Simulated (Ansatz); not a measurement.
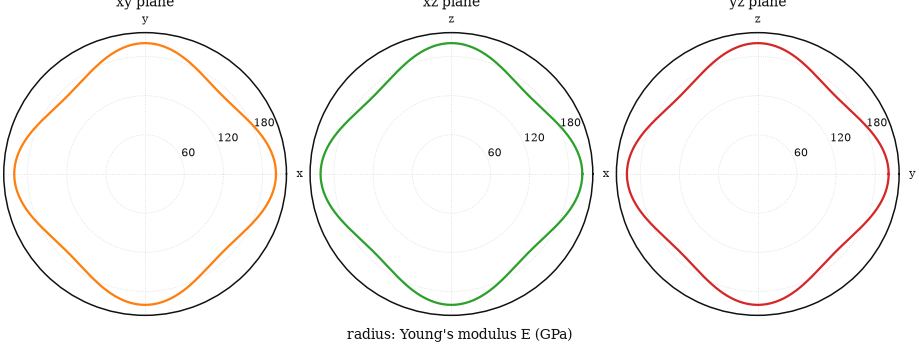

The figure shows the Young's modulus as a function of direction in the xy, xz and yz planes for P, space group Pm-3m (No. 221).

Structure:
```xyz
1
Lattice="2.4472 0.0000 0.0000 0.0000 2.4472 0.0000 0.0000 0.0000 2.4472" Properties=species:S:1:pos:R:3 pbc="T T T"
P     0.0000    0.0000    0.0000
```

Computed with Ansatz 0.2.0: elastic stress-strain coefficients at zero temperature from small strains of the given cell, Voigt order xx yy zz yz xz xy, Cartesian axes of the cell vectors; plane waves with PAW datasets, Γ-centred k mesh. Level: PBE, no spin polarisation.

wave cutoff 420 eV; k mesh 24×24×24; occupations Fermi–Dirac; smearing width 0.15 eV; ions relaxed; strain amplitude 0.005.

How anisotropic is Young's modulus?

Answer. Over all directions E runs from 160 to 200 GPa, a ratio of 1.25.

What is E along the Cartesian axes and along their diagonal?

Answer. E is 200 GPa along x, y and z alike, and 160 GPa along the body diagonal x + y + z.

Limits of the calculation: metal sensitive to the k mesh.
